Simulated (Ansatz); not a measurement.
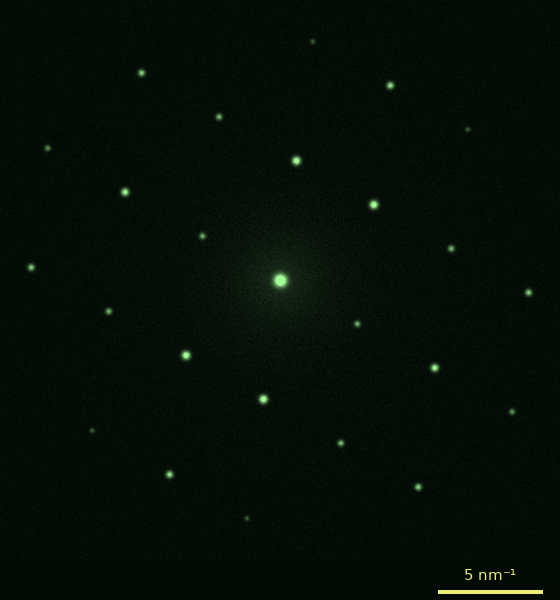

Computed electron diffraction pattern, 200 kV, single scattering only, B = 0.3 Å².

It belongs to Co, space group C2/c (No. 15), a = 2.46 Å, b = 4.66 Å, c = 3.88 Å, β = 102.40°. Structure: the input geometry of an electronic-structure calculation (not necessarily at equilibrium); the starting structure was generated, so it need not be a known form of this composition.

```csv
atom,site,symmetry,x,y,z
Co,4e,2,0.0000,0.3589,0.7500
```

**Determine the zone axis from the geometry of the pattern.**

The spots form a centred rectangular net whose two shortest vectors correspond to d = 2.33 Å and 1.72 Å, 68.3° apart. They index as 0 2 0 and 1 1 1, so the zone axis is [10-1].
